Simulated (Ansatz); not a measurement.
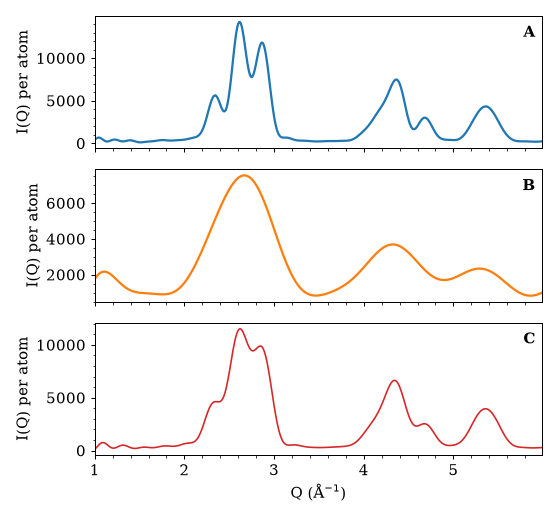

X-ray scattering of spheres cut from the crystal structure of Ta (Pm-3n, a = 5.362 Å, b = 5.362 Å, c = 5.362 Å, α = 90.00°, β = 90.00°, γ = 90.00°), calculated atom by atom with the Debye equation (B = 0.5 Å², no relaxation of the surface). Structure used: the input geometry of an electronic-structure calculation (not necessarily at equilibrium); the starting structure was generated, so it need not be a known form of this composition.

> The spheres are 10, 28 and 36 Å across. Which curve is which?

curve A: 36 Å (1255 atoms); curve B: 10 Å (33 atoms); curve C: 28 Å (637 atoms). Peak widths go roughly as 2π/D, so the largest sphere has the sharpest peaks.

> Index the main peaks of the largest sphere.

Q ≈ 2.34 Å⁻¹: 200; Q ≈ 2.62 Å⁻¹: 210; Q ≈ 2.87 Å⁻¹: 211; Q ≈ 4.36 Å⁻¹: 321; Q ≈ 4.68 Å⁻¹: 400; Q ≈ 5.36 Å⁻¹: 421.
